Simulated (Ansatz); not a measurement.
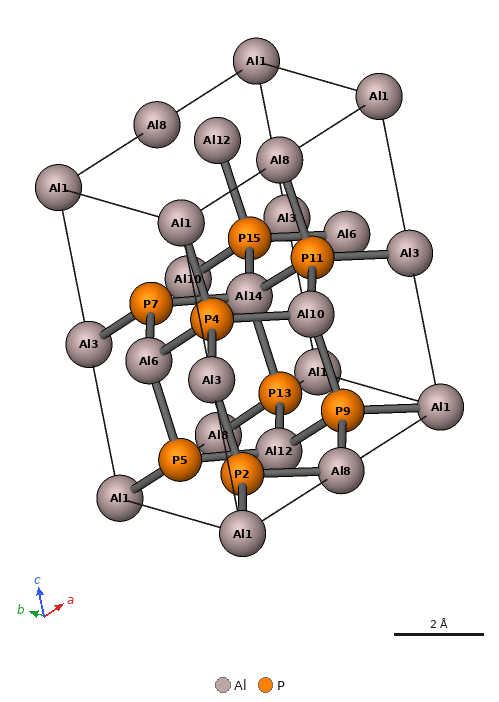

Fig. 1: The structure as given in the input (ball-and-stick view of the cell of the calculation, seen slightly off an axis; atoms are numbered from 1 in the order of the input). Near neighbours in the crystal (not all of them lie inside the picture): Al has 4 P at 2.30 to 2.41 Å; P has 3 Al at 2.30 to 2.41 Å; P has 4 Al at 2.32 to 2.40 Å.

# Nudged elastic band, with input and output: Al₇P₈ (part 1 of 2)

The run: nudged elastic band of Al₇P₈ (defect cell, 15 atoms in the cell). Method and program: DFT with PBE, PAW plane waves, no spin polarisation (Ansatz 0.2.0).

The structure derives from an entry of the Crystallography Open Database. Figures and captions count atoms from 1; the log counts them from 0 in places.

The input
```yaml
crystal:
  lattice:
    - [0.0, 5.459152, 5.459152]
    - [5.459152, 0.0, 5.459152]
    - [5.459152, 5.459152, 0.0]
  atoms:
    - { symbol: Al, position: [0.00084377, -0.00335364, 0.00080052] }
    - { symbol: P, position: [0.12148724, 0.12937164, 0.1281211] }
    - { symbol: Al, position: [0.00266987, 0.00464166, 0.49431908] }
    - { symbol: P, position: [0.12136847, 0.12686971, 0.62659045] }
    - { symbol: P, position: [0.11596627, 0.63206978, 0.11898748] }
    - { symbol: Al, position: [-0.00346936, 0.50347467, 0.50124286] }
    - { symbol: P, position: [0.12231968, 0.62752427, 0.61953848] }
    - { symbol: Al, position: [0.49864475, -0.00281066, 0.00052079] }
    - { symbol: P, position: [0.62497958, 0.12349251, 0.12797303] }
    - { symbol: Al, position: [0.49981612, -0.00755023, 0.5042612] }
    - { symbol: P, position: [0.62638653, 0.12573805, 0.61974342] }
    - { symbol: Al, position: [0.4986483, 0.50158419, 0.00624691] }
    - { symbol: P, position: [0.62121357, 0.62630689, 0.12759406] }
    - { symbol: Al, position: [0.49977973, 0.4944864, 0.5057071] }
    - { symbol: P, position: [0.62052035, 0.62438653, 0.62752476] }
kpoints:
  mp_grid: { grid: [2, 2, 2] }
magnetization:
  spin_polarized: false
scf:
  occupations: { method: gaussian, width: 0.1 }
hamiltonian:
  pseudopotentials: { kind: paw }
  xc: pbe
basis:
  ecutwfc: 420
neb:
  images: 3
  relax_end_points: true
  climbing: true
  f_tol: 0.1
  max_iterations: 40
  order_check: false
  final_atoms:
    - { symbol: Al, position: [0.00084377, -0.00335364, 0.00080052] }
    - { symbol: P, position: [0.12148724, 0.12937164, 0.1281211] }
    - { symbol: Al, position: [0.00266987, 0.00464166, 0.49431908] }
    - { symbol: P, position: [0.12136847, 0.12686971, 0.62659045] }
    - { symbol: P, position: [0.11596627, 0.63206978, 0.11898748] }
    - { symbol: Al, position: [-0.00346936, 0.50347467, 0.50124286] }
    - { symbol: P, position: [0.12231968, 0.62752427, 0.61953848] }
    - { symbol: Al, position: [0.99824541, -0.49835438, -0.00038527] }
    - { symbol: P, position: [0.62497958, 0.12349251, 0.12797303] }
    - { symbol: Al, position: [0.49981612, -0.00755023, 0.5042612] }
    - { symbol: P, position: [0.62638653, 0.12573805, 0.61974342] }
    - { symbol: Al, position: [0.4986483, 0.50158419, 0.00624691] }
    - { symbol: P, position: [0.62121357, 0.62630689, 0.12759406] }
    - { symbol: Al, position: [0.49977973, 0.4944864, 0.5057071] }
    - { symbol: P, position: [0.62052035, 0.62438653, 0.62752476] }
```

Hardware: 4 threads of Arm Neoverse V1, 24 GiB of memory available, shared host.

Launch command:
```bash
ansatz run input.yaml --threads 4 --pin off --max-ram 8192MiB --backend cpu --events-out ev --progress --plain --runs-dir out
```

The program's output
```
Warning: neb: disabling space-group detection — the band's intermediate images generally break the endpoint symmetry, so no spatial operation reduces the k-mesh or symmetrises the density, except that a semilocal band can use its path's symmetry ahead of convergence; time reversal is kept, so that k and −k are solved as one point where they differ and the mesh holds both, and exact exchange and, on two spinor components, a DFT+U term hold to it where the run has them: on two components no moment then forms, and a state that bears one, which a typed moment (crystal.atoms[].spin; refused beside efield: under a hybrid functional) reaches, can lie lower, under hf by electronvolts; crystal.symmetry.detect: false (a key that needs symmetry detection or time reversal refuses this as the deck is read) with time_reversal: false beside it drops time reversal too
Engine: ansatz 0.2.0, aarch64-unknown-linux-gnu
Pseudopotentials: kind: paw
Pseudopotential: Al, paw, valence charge 3, recommended cutoff 420 eV (normal), Al.paw.azcp
Pseudopotential: P, paw, valence charge 5, recommended cutoff 420 eV (normal), P.paw.azcp
Functional definition: PBE
  parameter kappa = 0.804
  parameter beta = 0.06672455060314922
  exchange = pbe_x(kappa = kappa, mu = beta*pi^2/3)
  correlation = pbe_c(beta = beta)
parallel-image band execution: 3 concurrent image workers
NEB image 0
Crystal: 15 atoms, lattice volume = 325.391 Å³
Basis set: ecut = 420 eV, 6375 PW (Γ), exchange–correlation on 108×108×108 points (8 copies of the dense FFT grid, shifted against one another)
Bands: 46, of which v1, the nominal top of the filled ones, is band 31 counted from 1 (30 counted from 0)
Symmetry: 1 space group operations
k-points: 8
Non-local potential: Al, projectors of the file, l = 0: 2, l = 1: 2, l = 2: 1
Non-local potential: P, projectors of the file, l = 0: 2, l = 1: 2, l = 2: 2
PAW form: soft (Blöchl's): semilocal exchange-correlation on the pseudo side does not see the compensation charge
PAW one-centre angular grid: Al, 110 points (default); XC on 64 Gauss nodes
PAW one-centre angular grid: P, 110 points (default); XC on 64 Gauss nodes
Initial density: superposition of atomic densities (neutral atoms: chi_scale 0, normalization atom), corrected by the library's trained network
Initial wavefunctions: pseudopotential atomic-orbital guess
Functional: x = pbe(κ = 0.804, μ = 0.2195149727645171), c = pbe(β = 0.06672455060314922)
SCF iter   1: F=—  HF=-9812.825817 eV  |F-HF|=—  |Δ(HF+E_count)|=         —  Δρ=2.39e-3  dr2=5.95e-2  ethr=1.77e-3  ⟨swp⟩=10.8  Hψ=2453  notcnv=0  defer=11
preconditioner: auto → Resta (q_TF=auto, 2.064 Å⁻¹)  ε∞=4.8  [insulator: Δε(μ)=0.160 eV  Ē_g=8.285 eV  σ=0.100 eV  W_gap=0.68  n_scr=58 (ndim 8)  ℏωp=16.1 eV  f_vac=0.000  D(μ)=7.23/eV (n_scr^D=58)  ε∞_Penn≈4.8]
SCF iter   2: F=—  HF=-9812.814591 eV  |F-HF|=—  |Δ(HF+E_count)|=   1.12e-2  Δρ=1.32e-3  dr2=1.94e-2  ethr=9.75e-5  ⟨swp⟩=1.6  Hψ=500  notcnv=0  defer=16
SCF iter   3: F=—  HF=-9812.809523 eV  |F-HF|=—  |Δ(HF+E_count)|=   5.07e-3  Δρ=3.64e-4  dr2=6.14e-4  ethr=3.18e-5  ⟨swp⟩=2.6  Hψ=544  notcnv=0  defer=16
SCF iter   4: F=—  HF=-9812.809529 eV  |F-HF|=—  |Δ(HF+E_count)|=   6.74e-6  Δρ=1.08e-4  dr2=1.52e-4  ethr=1.01e-6  ⟨swp⟩=3.1  Hψ=703  notcnv=0  defer=16
SCF iter   5: F=—  HF=-9812.809505 eV  |F-HF|=—  |Δ(HF+E_count)|=   2.43e-5  Δρ=2.93e-5  dr2=5.84e-6  ethr=2.49e-7  ⟨swp⟩=2.0  Hψ=454  notcnv=0  defer=16
SCF iter   6: F=—  HF=-9812.809507 eV  |F-HF|=—  |Δ(HF+E_count)|=   2.08e-6  Δρ=9.56e-6  dr2=5.26e-7  ethr=9.58e-9  ⟨swp⟩=2.9  Hψ=669  notcnv=0  defer=16
SCF iter   7: F=-9812.809507 eV  HF=-9812.809507 eV  |F-HF|=9.90e-9  |Δ(HF+E_count)|=   8.66e-8  Δρ=1.58e-6  dr2=1.42e-8  ethr=1.64e-10  ⟨swp⟩=5.1  Hψ=1286  notcnv=0
SCF 1 converged in 7 iterations: F = -9812.809507 eV  dr2 = 1.42e-8
  greatest PAW one-centre occupation: 0.799 electrons in one spin orbital (limit 2), on the P atom at site 4 (counted from 0), in its partial waves of l = 0
NSCF: frozen V_eff on 8 k-points
NEB image 4
SCF iter   1: F=—  HF=-9812.830184 eV  |F-HF|=—  |Δ(HF+E_count)|=         —  Δρ=2.21e-3  dr2=4.61e-2  ethr=1.77e-3  ⟨swp⟩=11.0  Hψ=2390  notcnv=0  defer=22
preconditioner: auto → Resta (q_TF=auto, 2.064 Å⁻¹)  ε∞=4.8  [insulator: Δε(μ)=0.167 eV  Ē_g=8.292 eV  σ=0.100 eV  W_gap=0.68  n_scr=58 (ndim 8)  ℏωp=16.1 eV  f_vac=0.000  D(μ)=7.25/eV (n_scr^D=58)  ε∞_Penn≈4.8]
SCF iter   2: F=—  HF=-9812.822050 eV  |F-HF|=—  |Δ(HF+E_count)|=   8.13e-3  Δρ=1.22e-3  dr2=1.54e-2  ethr=7.55e-5  ⟨swp⟩=1.9  Hψ=595  notcnv=0  defer=25
SCF iter   3: F=—  HF=-9812.818023 eV  |F-HF|=—  |Δ(HF+E_count)|=   4.03e-3  Δρ=3.29e-4  dr2=5.51e-4  ethr=2.52e-5  ⟨swp⟩=2.4  Hψ=492  notcnv=0  defer=25
SCF iter   4: F=—  HF=-9812.818032 eV  |F-HF|=—  |Δ(HF+E_count)|=   8.34e-6  Δρ=8.89e-5  dr2=1.00e-4  ethr=9.03e-7  ⟨swp⟩=3.2  Hψ=697  notcnv=0  defer=25
SCF iter   5: F=—  HF=-9812.818025 eV  |F-HF|=—  |Δ(HF+E_count)|=   6.33e-6  Δρ=2.66e-5  dr2=4.23e-6  ethr=1.64e-7  ⟨swp⟩=2.0  Hψ=454  notcnv=0  defer=25
SCF iter   6: F=—  HF=-9812.818024 eV  |F-HF|=—  |Δ(HF+E_count)|=   1.02e-6  Δρ=5.95e-6  dr2=1.59e-7  ethr=6.93e-9  ⟨swp⟩=2.1  Hψ=581  notcnv=0  defer=25
SCF iter   7: F=-9812.818024 eV  HF=-9812.818024 eV  |F-HF|=4.20e-9  |Δ(HF+E_count)|=   1.40e-7  Δρ=1.30e-6  dr2=9.11e-9  ethr=1.64e-10  ⟨swp⟩=5.0  Hψ=1284  notcnv=0
SCF 2 converged in 7 iterations: F = -9812.818024 eV  dr2 = 9.11e-9
[... from here on the iterations of each SCF are left out, up to the last one ...]
NSCF: frozen V_eff on 8 k-points
NEB end point (image 0): max|allowed force component| = 7.416e-1 eV/Å (the criterion of neb.relax_end_points is 2.000e-2)
NEB end point (image 4): max|allowed force component| = 1.005e0 eV/Å (the criterion of neb.relax_end_points is 2.000e-2)
NEB image 0, for its relaxation
Initial density: handed on by an earlier stage of this run
Initial wavefunctions: those handed on with the density
preconditioner: auto → Resta (q_TF=auto, 2.064 Å⁻¹)  ε∞=4.8  [insulator: Δε(μ)=0.153 eV  Ē_g=8.276 eV  σ=0.100 eV  W_gap=0.66  n_scr=58 (ndim 8)  ℏωp=16.1 eV  f_vac=0.000  D(μ)=7.28/eV (n_scr^D=58)  ε∞_Penn≈4.8]
SCF 3 converged in 6 iterations: F = -9812.809507 eV  dr2 = 1.02e-11
NEB image 0, for its relaxation
preconditioner: auto → Resta (q_TF=auto, 2.064 Å⁻¹)  ε∞=4.8  [insulator: Δε(μ)=0.170 eV  Ē_g=8.286 eV  σ=0.100 eV  W_gap=0.71  n_scr=58 (ndim 8)  ℏωp=16.1 eV  f_vac=0.000  D(μ)=7.19/eV (n_scr^D=58)  ε∞_Penn≈4.8]
SCF 4 converged in 6 iterations: F = -9812.913205 eV  dr2 = 4.25e-8
NEB image 0, for its relaxation
preconditioner: auto → Resta (q_TF=auto, 2.064 Å⁻¹)  ε∞=4.8  [insulator: Δε(μ)=0.197 eV  Ē_g=8.287 eV  σ=0.100 eV  W_gap=0.76  n_scr=58 (ndim 8)  ℏωp=16.1 eV  f_vac=0.000  D(μ)=7.09/eV (n_scr^D=50)  ε∞_Penn≈4.8]
SCF 5 converged in 6 iterations: F = -9812.928335 eV  dr2 = 9.30e-9
NEB image 0
preconditioner: auto → Resta (q_TF=auto, 2.064 Å⁻¹)  ε∞=4.8  [insulator: Δε(μ)=0.200 eV  Ē_g=8.286 eV  σ=0.100 eV  W_gap=0.77  n_scr=58 (ndim 8)  ℏωp=16.1 eV  f_vac=0.000  D(μ)=7.10/eV (n_scr^D=50)  ε∞_Penn≈4.8]
SCF 6 converged in 6 iterations: F = -9812.928335 eV  dr2 = 1.03e-11
NSCF: frozen V_eff on 8 k-points
NEB end point (image 0): relaxed in 18 SCF iterations, 0.118828 eV lower, largest move of an atom 0.072 Å; not tested for a saddle point
NEB image 4, for its relaxation
preconditioner: auto → Resta (q_TF=auto, 2.064 Å⁻¹)  ε∞=4.8  [insulator: Δε(μ)=0.165 eV  Ē_g=8.283 eV  σ=0.100 eV  W_gap=0.68  n_scr=58 (ndim 8)  ℏωp=16.1 eV  f_vac=0.000  D(μ)=7.29/eV (n_scr^D=58)  ε∞_Penn≈4.8]
SCF 7 converged in 6 iterations: F = -9812.818024 eV  dr2 = 8.77e-12
NEB image 4, for its relaxation
preconditioner: auto → Resta (q_TF=auto, 2.064 Å⁻¹)  ε∞=4.8  [insulator: Δε(μ)=0.173 eV  Ē_g=8.288 eV  σ=0.100 eV  W_gap=0.71  n_scr=58 (ndim 8)  ℏωp=16.1 eV  f_vac=0.000  D(μ)=7.19/eV (n_scr^D=58)  ε∞_Penn≈4.8]
SCF 8 converged in 6 iterations: F = -9812.912331 eV  dr2 = 1.59e-8
NEB image 4, for its relaxation
preconditioner: auto → Resta (q_TF=auto, 2.064 Å⁻¹)  ε∞=4.8  [insulator: Δε(μ)=0.192 eV  Ē_g=8.287 eV  σ=0.100 eV  W_gap=0.75  n_scr=58 (ndim 8)  ℏωp=16.1 eV  f_vac=0.000  D(μ)=7.10/eV (n_scr^D=50)  ε∞_Penn≈4.8]
SCF 9 converged in 6 iterations: F = -9812.928265 eV  dr2 = 1.14e-8
NEB image 4
preconditioner: auto → Resta (q_TF=auto, 2.064 Å⁻¹)  ε∞=4.8  [insulator: Δε(μ)=0.195 eV  Ē_g=8.286 eV  σ=0.100 eV  W_gap=0.75  n_scr=58 (ndim 8)  ℏωp=16.1 eV  f_vac=0.000  D(μ)=7.10/eV (n_scr^D=50)  ε∞_Penn≈4.8]
SCF 10 converged in 6 iterations: F = -9812.928265 eV  dr2 = 3.07e-12
NSCF: frozen V_eff on 8 k-points
NEB end point (image 4): relaxed in 18 SCF iterations, 0.110241 eV lower, largest move of an atom 0.074 Å; not tested for a saddle point
NEB image 1
preconditioner: auto → Kerker (q_TF=auto, 2.064 Å⁻¹)  [metal: Δε(μ)=0.026 eV  Ē_g=8.171 eV  σ=0.100 eV  W_gap=0.15  n_scr=58 (ndim 8)  ℏωp=16.1 eV  f_vac=0.000  D(μ)=8.92/eV (n_scr^D=58)]
SCF 11 converged in 8 iterations: F = -9807.161548 eV  dr2 = 2.07e-8
NEB image 2
preconditioner: auto → Kerker (q_TF=auto, 2.064 Å⁻¹)  [metal: Δε(μ)=0.010 eV  Ē_g=8.113 eV  σ=0.100 eV  W_gap=0.06  n_scr=58 (ndim 8)  ℏωp=16.1 eV  f_vac=0.000  D(μ)=12.39/eV (n_scr^D=112)]
SCF 12 converged in 9 iterations: F = -9794.118063 eV  dr2 = 1.20e-8
NEB image 3
preconditioner: auto → Kerker (q_TF=auto, 2.064 Å⁻¹)  [metal: Δε(μ)=0.024 eV  Ē_g=8.170 eV  σ=0.100 eV  W_gap=0.13  n_scr=58 (ndim 8)  ℏωp=16.1 eV  f_vac=0.000  D(μ)=8.97/eV (n_scr^D=58)]
SCF 13 converged in 8 iterations: F = -9807.154492 eV  dr2 = 2.04e-8
NEB iter   1: max|band force component| = 6.151e1 eV/Å  barrier→ = 18.8103 eV  barrier← = 18.8102 eV  Δτ_max = 0.1999 Å  (51 SCF iters)
NEB image 1
preconditioner: auto → Kerker (q_TF=auto, 2.064 Å⁻¹)  [metal: Δε(μ)=0.150 eV  Ē_g=8.144 eV  σ=0.100 eV  W_gap=0.50  n_scr=58 (ndim 8)  ℏωp=16.1 eV  f_vac=0.000  D(μ)=8.18/eV (n_scr^D=58)]
preconditioner: auto → Resta (q_TF=auto, 2.064 Å⁻¹)  ε∞=4.9  [insulator: Δε(μ)=0.103 eV  Ē_g=8.156 eV  σ=0.100 eV  W_gap=0.53  n_scr=58 (ndim 8)  ℏωp=16.1 eV  f_vac=0.000  D(μ)=6.83/eV (n_scr^D=50)  ε∞_Penn≈4.9]
SCF 14 converged in 8 iterations: F = -9811.279335 eV  dr2 = 2.17e-8
NEB image 2
preconditioner: auto → Kerker (q_TF=auto, 2.064 Å⁻¹)  [metal: Δε(μ)=0.052 eV  Ē_g=8.049 eV  σ=0.100 eV  W_gap=0.29  n_scr=58 (ndim 8)  ℏωp=16.1 eV  f_vac=0.000  D(μ)=12.05/eV (n_scr^D=112)]
SCF 15 converged in 9 iterations: F = -9807.550606 eV  dr2 = 6.33e-8
NEB image 3
preconditioner: auto → Kerker (q_TF=auto, 2.064 Å⁻¹)  [metal: Δε(μ)=0.003 eV  Ē_g=8.152 eV  σ=0.100 eV  W_gap=0.02  n_scr=58 (ndim 8)  ℏωp=16.1 eV  f_vac=0.000  D(μ)=8.13/eV (n_scr^D=58)]
preconditioner: auto → Resta (q_TF=auto, 2.064 Å⁻¹)  ε∞=4.9  [insulator: Δε(μ)=0.109 eV  Ē_g=8.157 eV  σ=0.100 eV  W_gap=0.55  n_scr=58 (ndim 8)  ℏωp=16.1 eV  f_vac=0.000  D(μ)=6.75/eV (n_scr^D=50)  ε∞_Penn≈4.9]
SCF 16 converged in 8 iterations: F = -9811.280368 eV  dr2 = 2.10e-8
NEB iter   2: max|band force component| = 1.762e1 eV/Å  barrier→ = 5.3777 eV  barrier← = 5.3777 eV  Δτ_max = 0.1920 Å  (25 SCF iters)
[... from here on the SCF iterations and repeated set-up lines of each step are left out, up to the last step ...]
NEB image 1
SCF 17 converged in 8 iterations: F = -9811.792466 eV  dr2 = 2.97e-8
NEB image 2
SCF 18 converged in 8 iterations: F = -9809.728735 eV  dr2 = 2.57e-8
NEB image 3
SCF 19 converged in 8 iterations: F = -9811.796019 eV  dr2 = 3.24e-8
NEB iter   3: max|band force component| = 9.707e0 eV/Å  barrier→ = 3.1996 eV  barrier← = 3.1995 eV  Δτ_max = 0.2000 Å  (24 SCF iters)
NEB image 1
SCF 20 converged in 8 iterations: F = -9812.040098 eV  dr2 = 2.40e-8
NEB image 2
SCF 21 converged in 8 iterations: F = -9810.903231 eV  dr2 = 6.63e-8
NEB image 3
SCF 22 converged in 8 iterations: F = -9812.039945 eV  dr2 = 1.97e-8
NEB iter   4: max|band force component| = 4.585e0 eV/Å  barrier→ = 2.0251 eV  barrier← = 2.0250 eV  Δτ_max = 0.2000 Å  (24 SCF iters)
NEB image 1
SCF 23 converged in 7 iterations: F = -9812.241956 eV  dr2 = 1.18e-8
NEB image 2
SCF 24 converged in 8 iterations: F = -9811.236414 eV  dr2 = 1.35e-8
NEB image 3
SCF 25 converged in 7 iterations: F = -9812.189127 eV  dr2 = 2.37e-8
NEB iter   5: max|band force component| = 2.176e0 eV/Å  barrier→ = 1.6919 eV  barrier← = 1.6919 eV  Δτ_max = 0.2000 Å  (22 SCF iters)
NEB image 1
SCF 26 converged in 9 iterations: F = -9812.705823 eV  dr2 = 4.43e-8
NEB image 2
SCF 27 converged in 8 iterations: F = -9811.503225 eV  dr2 = 2.39e-8
NEB image 3
SCF 28 converged in 8 iterations: F = -9811.907036 eV  dr2 = 2.12e-8
NEB iter   6: max|band force component| = 7.783e-1 eV/Å  barrier→ = 1.4251 eV  barrier← = 1.4250 eV  Δτ_max = 0.1997 Å  (25 SCF iters)
NEB image 1
SCF 29 converged in 8 iterations: F = -9813.310080 eV  dr2 = 1.81e-8
NEB image 2
SCF 30 converged in 8 iterations: F = -9811.695607 eV  dr2 = 1.20e-8
NEB image 3
SCF 31 converged in 7 iterations: F = -9811.718796 eV  dr2 = 1.89e-8
NEB iter   7: max|band force component| = 1.319e0 eV/Å  barrier→ = 1.2327 eV  barrier← = 1.2327 eV  Δτ_max = 0.1021 Å  (23 SCF iters)
NEB image 1
SCF 32 converged in 7 iterations: F = -9813.585461 eV  dr2 = 1.96e-8
NEB image 2
SCF 33 converged in 7 iterations: F = -9811.796188 eV  dr2 = 1.24e-8
NEB image 3
SCF 34 converged in 7 iterations: F = -9811.677434 eV  dr2 = 2.07e-8
NEB iter   8: max|band force component| = 1.301e0 eV/Å  barrier→ = 1.2509 eV  barrier← = 1.2508 eV  Δτ_max = 0.1031 Å  (21 SCF iters)
NEB image 1
SCF 35 converged in 7 iterations: F = -9813.745625 eV  dr2 = 2.57e-8
NEB image 2
SCF 36 converged in 7 iterations: F = -9812.026705 eV  dr2 = 7.75e-8
NEB image 3
SCF 37 converged in 7 iterations: F = -9811.723267 eV  dr2 = 3.73e-8
NEB iter   9: max|band force component| = 1.111e0 eV/Å  barrier→ = 1.2051 eV  barrier← = 1.2050 eV  Δτ_max = 0.1016 Å  (21 SCF iters)
NEB image 1
SCF 38 converged in 7 iterations: F = -9813.803071 eV  dr2 = 8.47e-9
NEB image 2
SCF 39 converged in 9 iterations: F = -9812.331767 eV  dr2 = 1.31e-8
NEB image 3
SCF 40 converged in 6 iterations: F = -9811.810498 eV  dr2 = 3.22e-8
NEB iter  10: max|band force component| = 1.173e0 eV/Å  barrier→ = 1.1178 eV  barrier← = 1.1178 eV  Δτ_max = 0.1007 Å  (22 SCF iters)
NEB image 1
SCF 41 converged in 6 iterations: F = -9813.841913 eV  dr2 = 2.78e-8
NEB image 2
SCF 42 converged in 8 iterations: F = -9812.618473 eV  dr2 = 9.34e-8
NEB image 3
SCF 43 converged in 6 iterations: F = -9811.956988 eV  dr2 = 7.91e-8
NEB iter  11: max|band force component| = 1.107e0 eV/Å  barrier→ = 0.9713 eV  barrier← = 0.9713 eV  Δτ_max = 0.1017 Å  (20 SCF iters)
NEB image 1
SCF 44 converged in 7 iterations: F = -9813.856094 eV  dr2 = 1.23e-8
NEB image 2
SCF 45 converged in 8 iterations: F = -9812.914954 eV  dr2 = 1.92e-8
NEB image 3
SCF 46 converged in 7 iterations: F = -9812.155605 eV  dr2 = 1.21e-8
NEB iter  12: max|band force component| = 9.027e-1 eV/Å  barrier→ = 0.7727 eV  barrier← = 0.7727 eV  Δτ_max = 0.1016 Å  (22 SCF iters)
NEB image 1
SCF 47 converged in 5 iterations: F = -9813.858829 eV  dr2 = 8.23e-8
NEB image 2
SCF 48 converged in 7 iterations: F = -9813.127665 eV  dr2 = 8.09e-8
NEB image 3
SCF 49 converged in 8 iterations: F = -9812.376877 eV  dr2 = 3.92e-8
NEB iter  13: max|band force component| = 8.465e-1 eV/Å  barrier→ = 0.5515 eV  barrier← = 0.5514 eV  Δτ_max = 0.2000 Å  (20 SCF iters)
NEB image 1
SCF 50 converged in 6 iterations: F = -9813.867060 eV  dr2 = 1.41e-8
NEB image 2
SCF 51 converged in 8 iterations: F = -9813.152976 eV  dr2 = 2.54e-8
NEB image 3
SCF 52 converged in 8 iterations: F = -9812.784633 eV  dr2 = 7.02e-8
NEB iter  14: max|band force component| = 7.914e-1 eV/Å  barrier→ = 0.1437 eV  barrier← = 0.1436 eV  Δτ_max = 0.2000 Å  (22 SCF iters)
NEB image 1
SCF 53 converged in 5 iterations: F = -9813.857684 eV  dr2 = 6.12e-8
NEB image 2
SCF 54 converged in 7 iterations: F = -9813.191334 eV  dr2 = 5.90e-8
NEB image 3
SCF 55 converged in 7 iterations: F = -9812.992873 eV  dr2 = 5.61e-8
NEB iter  15: max|band force component| = 3.217e-1 eV/Å  barrier→ = -0.0645 eV  barrier← = -0.0646 eV  CI = image 3  Δτ_max = 0.1929 Å  (19 SCF iters)
NEB image 1
SCF 56 converged in 6 iterations: F = -9813.818041 eV  dr2 = 5.99e-8
NEB image 2
SCF 57 converged in 8 iterations: F = -9813.155383 eV  dr2 = 1.80e-8
NEB image 3
SCF 58 converged in 8 iterations: F = -9812.846043 eV  dr2 = 4.05e-8
NEB iter  16: max|band force component| = 5.529e-1 eV/Å  barrier→ = 0.0823 eV  barrier← = 0.0822 eV  CI = image 3  Δτ_max = 0.2000 Å  (22 SCF iters)
NEB image 1
SCF 59 converged in 7 iterations: F = -9813.732372 eV  dr2 = 8.75e-9
NEB image 2
SCF 60 converged in 8 iterations: F = -9813.064100 eV  dr2 = 5.91e-8
NEB image 3
SCF 61 converged in 7 iterations: F = -9812.778332 eV  dr2 = 2.69e-8
```
